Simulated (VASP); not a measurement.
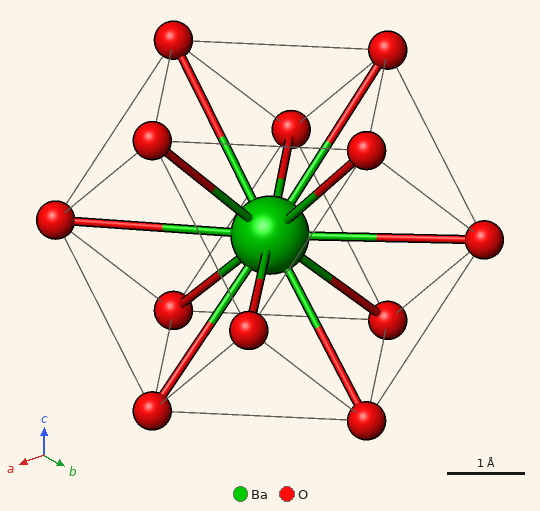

The BaO12 unit about Ba in BaTiO3. Origin: an entry of the Crystallography Open Database, as set up for an electronic-structure calculation.

BaTiO3, space group P4mm (No. 99), a = 4.000 Å, b = 4.000 Å, c = 4.018 Å, α = 90.00°, β = 90.00°, γ = 90.00°

```json
{"site": "Ba", "Wyckoff": "1a", "x": "0.0000", "y": "0.0000", "z": "0.0000"}
{"site": "Ti", "Wyckoff": "1b", "x": "0.5000", "y": "0.5000", "z": "0.4900"}
{"site": "O1", "Wyckoff": "2c", "x": "0.0000", "y": "0.5000", "z": "0.5170"}
{"site": "O2", "Wyckoff": "1b", "x": "0.5000", "y": "0.5000", "z": "0.0190"}
```

> Give the distortion indices.

It is closest to the cuboctahedron.

| measure | value |
| --- | --- |
| mean bond length | 2.833 Å |
| bond-length distortion index (Baur) | 0.012 |
| effective coordination number (Hoppe) | 11.92 |
| shape measure against the cuboctahedron | 0.01 |
| shape measure against the icosahedron | 5.28 |
| centre off the ligands' centroid by | 0.07 Å |
| polyhedral volume | 53.57 Å³ |
